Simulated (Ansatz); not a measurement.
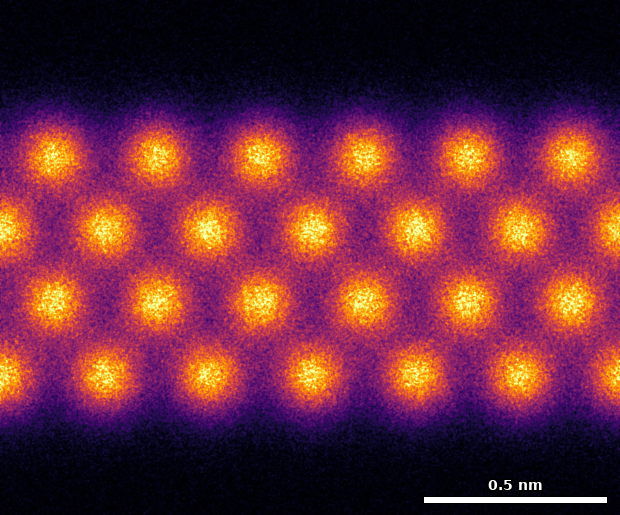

Cross-section of a slab of composition Al, seen along a direction in its plane, the normal pointing up. Simulated as the projected potential of neutral atoms (B = 0.3 Å²) blurred by a 1.20 Å probe, the thin-sample limit of integrated differential phase contrast. Shot noise was added. Model: the end point of a relaxation in a fixed cell with DFT PBE, scalar-relativistic, plane waves, PAW in Ansatz.

**How many atomic planes does the slab have, and what do they hold from top to bottom?**

4 planes (atoms within 0.35 Å in height count as one plane):

```tsv
plane	content	depth below the top plane (Å)
1	Al	0.0
2	Al	2.0
3	Al	4.0
4	Al	6.1
```

**How thick is it, and how does it end on either side?**

The outermost planes are 6.1 Å apart. The upper face ends in Al and the lower in Al, so the sequence of planes is the same from both sides.
